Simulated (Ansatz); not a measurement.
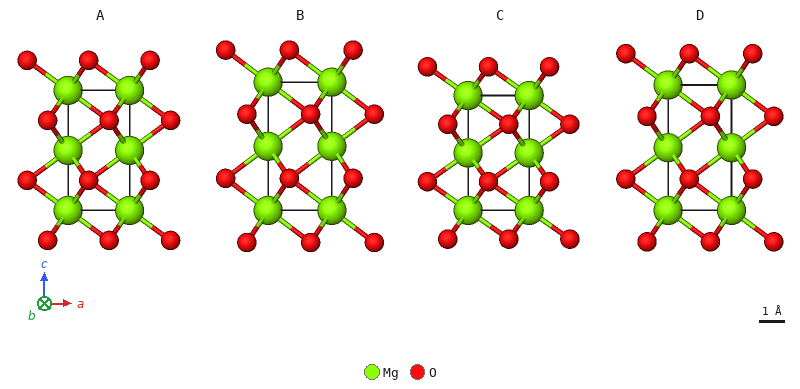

4 geometries from one relaxation of solid MgO (built on the NiAs type), in shuffled order. The picture is a ball-and-stick view of the cell of the calculation, seen along the b axis.

Theory: DFT, PBE, plane waves, PAW (Ansatz). Settings: plane-wave cutoff 420 eV; k-point mesh 12 × 12 × 6; occupations fermi dirac; smearing width 0.02 eV; no spin polarisation; cell and atoms relaxed; force threshold 0.005 eV/Å.

Put them in the order of the run, from the start to the converged end.

Answer. C, A, D, B. They are steps 0, 1, 2, 10, at +245 meV per atom, +107 meV per atom, +23.3 meV per atom relative to the last. The atoms keep their places relative to the cell (all moves are under 0.005 Å). The volume changes by +21.6 %, with a = b 2.834 → 2.958 Å (+4.4 %), c 4.619 → 5.157 Å (+11.6 %). Some distances before and after: Mg–Mg 2.310 → 2.578 Å, Mg–O 2.003 → 2.140 Å. Among the angles between lasting bonds that change: Mg–O–Mg 70.4° → 74.1°, O–Mg–O 90.1° → 87.5°, Mg–O–Mg 90.1° → 87.5°. The space group stays P6_3/mmc (No. 194). After 7 accepted moves (10 points after the start) the energy has fallen by 245 meV per atom. All forces vanish by symmetry, so only the cell relaxes. Pressure: 43.47 GPa at the start and 0.00 GPa at the end. The SCF was repeated 3 times at an unchanged geometry on a basis and grid sized afresh for the cell, which shifted the energy by 19.0 meV per atom at most.
